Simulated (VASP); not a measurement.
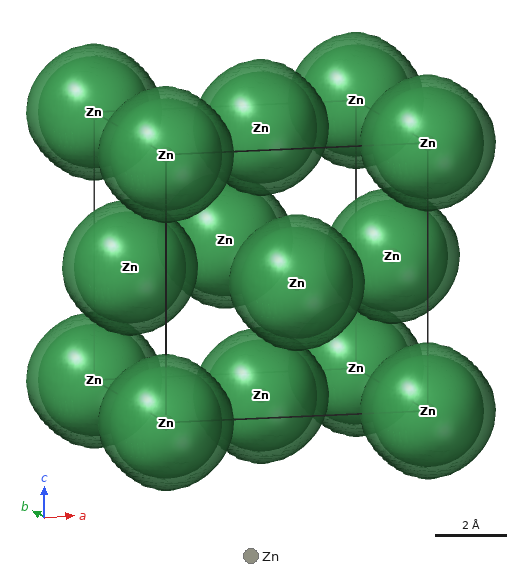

The picture shows: Zn. Isosurface of the electron localisation function at 0.55 (green), seen slightly off an axis. Core shells and regions of very low density are left out.

Space group Fm-3m; a structure from a database of computed crystals, not necessarily the ambient phase.

These are results of VASP 6.6.1, Kohn-Sham DFT of a periodic cell, PBEsol with D3(BJ), VASP PAW PBE potentials, recommended, not measurements.

In a PAW calculation such maps are meaningful between the atoms, not at the nuclei.

Question: Describe the localisation domains.

Answer: The surface consists of four regions wrapped around Zn (the valence shell of each), counted in one cell of 4 atoms. Regions shared between cells count once.

Values along the shortest contacts:
